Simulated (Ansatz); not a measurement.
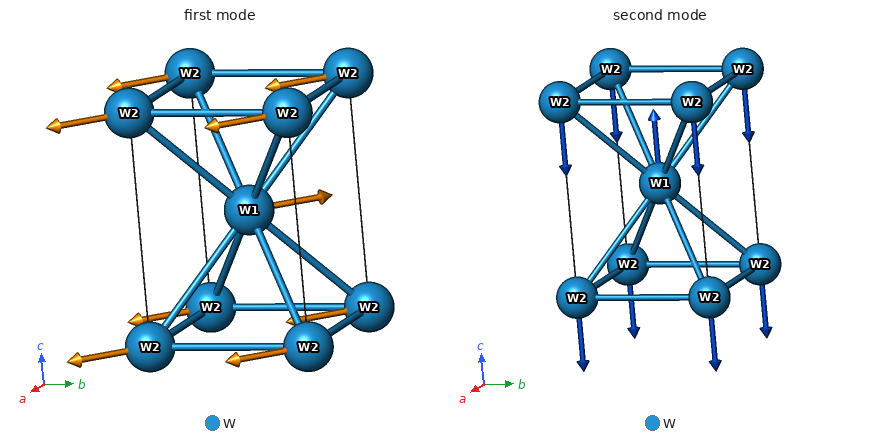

Two computed energy maps of cells of W. The picture above is the structure of the first map; its two panels give the patterns of the first and the second mode as arrows.

Map 1

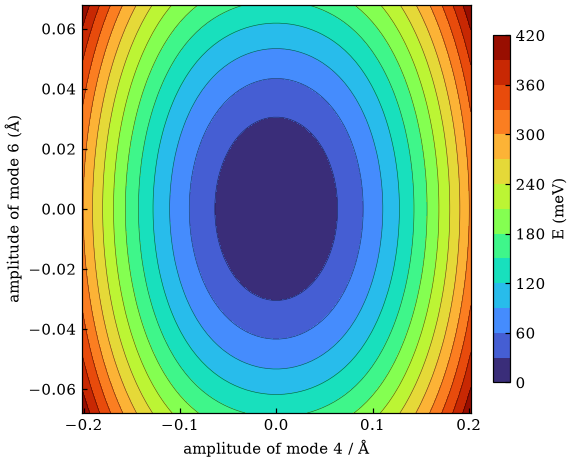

W (Fm-3m, No. 225; 2 atoms in the cell). The energy is mapped over two normal modes frozen in (zone-centre modes of the 2-atom cell of this scan, which folds in the wave vector (0, 1/2, 1/2) of the primitive cell). The first coordinate is: amplitude of mode 4 (104 cm⁻¹), largest displacement; the second: amplitude of mode 6 (220 cm⁻¹), largest displacement. Nothing is relaxed (the cell and all other modes fixed). The grid has 11 × 11 points; 36 points were computed and 85 follow by symmetry. Points are written as (first, second). Energies: meV per cell, counted from the lowest grid point. Level of theory: Ansatz, DFT LDA, scalar-relativistic, plane waves, PAW. Settings: cutoff 420 eV, k-mesh 16×16×12 in the order of the run's cell vectors, gaussian smearing 0.15 eV, no spin polarisation.

The picture shows filled contours. Between grid points the surface is interpolated.

Map 2

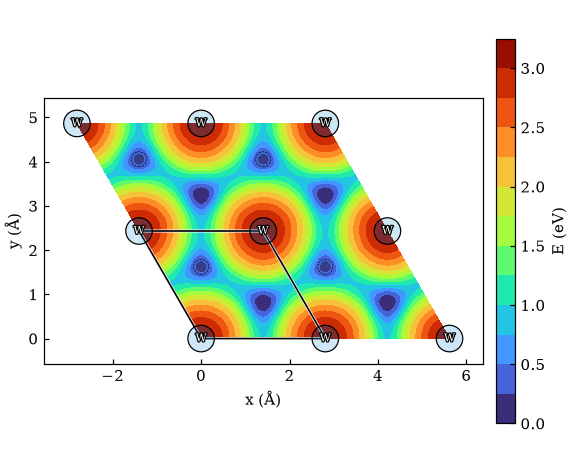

C on a W(111) slab cut from the Fm-3m phase, its upper half relaxed before the scan (3 atoms of substrate and one adsorbate in a 1 × 1 cell). C is moved over the surface cell; relaxed at each place: the height of the adsorbate's atoms; substrate rigid; the origin of the map has the adsorbate above W3. Places are given modulo a cell vector. The map is drawn in real space over the plane of the surface. The grid has 6 × 6 points; 10 points were computed and 26 follow by symmetry. All energies are given in eV relative to the lowest grid point. With one adsorbate in each 1 × 1 cell, its nearest image is 2.8 Å away, so neighbouring adsorbates interact. Method: DFT LDA, scalar-relativistic, plane waves, PAW (Ansatz 0.2.0). Settings: cutoff 420 eV, k-mesh 12×12×1, gaussian smearing 0.1 eV, no spin polarisation.

The picture shows filled contours, labelled circles for the atoms of the top layer and small ones for the second layer, the outline of one cell of the 2 × 2 shown. Between grid points the surface is interpolated.

### What does each map show?

Map 1: The lowest grid point is at (0.000 Å, 0.000 Å). It is the only kind of minimum in the scanned range. The highest grid point, (−0.202 Å, −0.068 Å), lies 416 meV above the lowest.
Map 2: The lowest grid point is at a threefold hollow over a third-layer W atom, (4/6, 2/6) of the cell vectors. There is a further well near a threefold hollow over a second-layer W atom, (2/6, 4/6) of the cell vectors (0.13 eV above the lowest at that grid point). The highest grid point, the top site over a surface W atom, (0/6, 0/6) of the cell vectors, lies 3.14 eV above the lowest. On the interpolated surface the easiest way out of the lowest well to the well at a threefold hollow over a second-layer W atom, (2/6, 4/6) of the cell vectors passes a barrier of about 0.96 eV. At the lowest point the adsorbate has 3 W at 1.96 Å as nearest neighbours, at the highest 1 W at 1.90 Å. Its relaxed height above the top atom is 1.10 Å at the lowest and 1.90 Å at the highest point.
